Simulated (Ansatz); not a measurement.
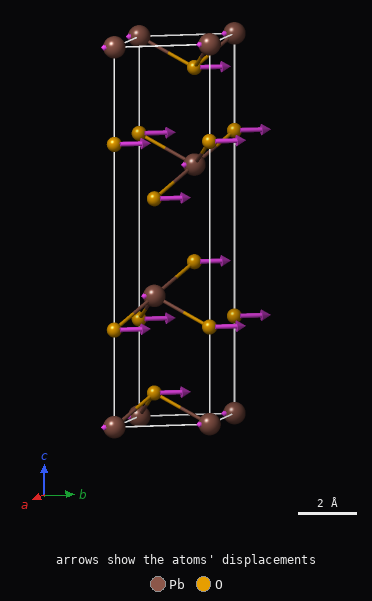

The lowest optical mode of crystalline PbO2 (a generated structure), space group R-3m (No. 166), at the zone centre. The pink arrows give the relative displacements of the atoms. A ball-and-stick model of the conventional cell (3 times the calculation's cell), seen slightly off an axis. Lengths and directions refer to the drawn axes.

These are results of DFT PBE, scalar-relativistic, plane waves, PAW in Ansatz, not measurements. Set-up: plane-wave cutoff 420 eV; k-point mesh 12 × 12 × 12; occupations gaussian; smearing width 0.01 eV; no spin polarisation.

Frequencies are those without the non-analytic (LO–TO) term.

> Is this crystal at a minimum with respect to the drawn distortion?

Yes: this softest mode has a real frequency, and so have all others here. That speaks for this wave vector alone: the rest of the zone wasn't checked in this run. This is the E_u mode (doubly degenerate; one member of the set is drawn) at 305 cm⁻¹, the lowest optical level, infrared-active by symmetry. The O sublattice moves against the Pb sublattice, along b; it stretches the shortest O–Pb bonds (2.24 Å); the kinetic energy is shared as O 87 %, Pb 13 %.
